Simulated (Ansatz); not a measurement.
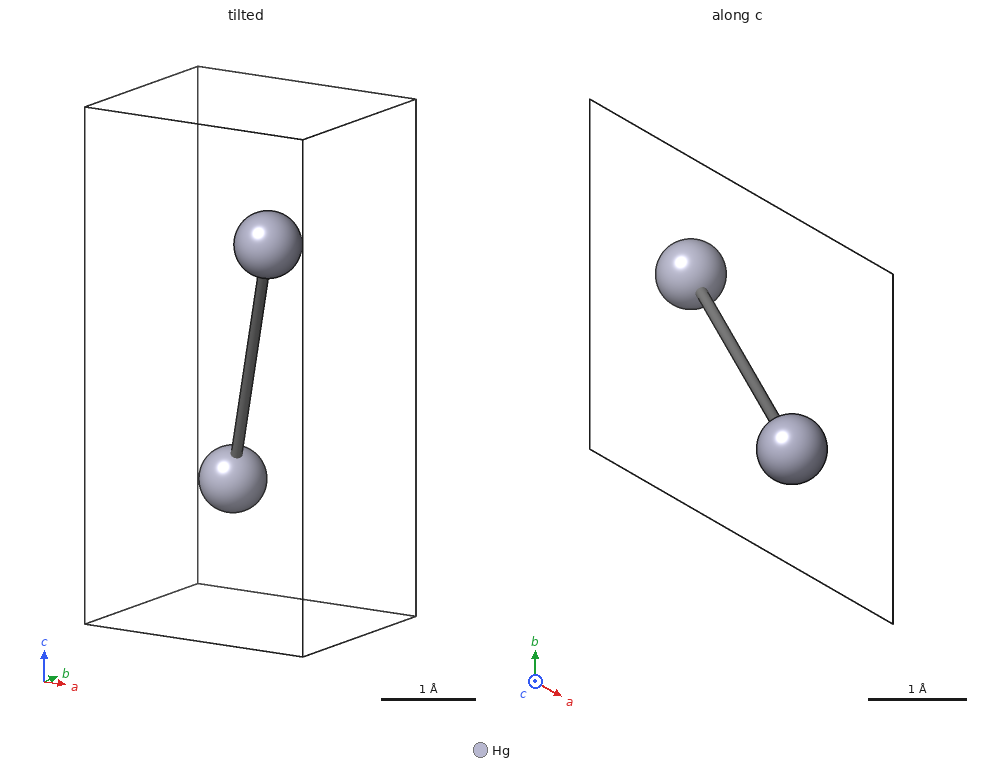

We look at a ball-and-stick model of the crystal slightly off an axis and along the c axis. The edges of the conventional unit cell are marked.

Hg, space group P6_3/mmc (No. 194), a = 3.60 Å, b = 3.60 Å, c = 5.58 Å, α = 90.00°, β = 90.00°, γ = 120.00°.

All computed values are from DFT PBE, scalar-relativistic, plane waves, PAW (Ansatz). Settings: a basis cut at 420 eV, k-mesh 18×18×10, Gaussian smearing of 0.1 eV, no spin polarisation.

### Predict the gap.

A semiconductor at this level, with a gap of 0.30 eV on the k-mesh (the true edges may lie between mesh points, so the gap can be somewhat smaller).

The starting point was a structure listed in the Materials Project. The final geometry of a relaxation with DFT PBE, scalar-relativistic, plane waves, PAW (Ansatz) is shown.
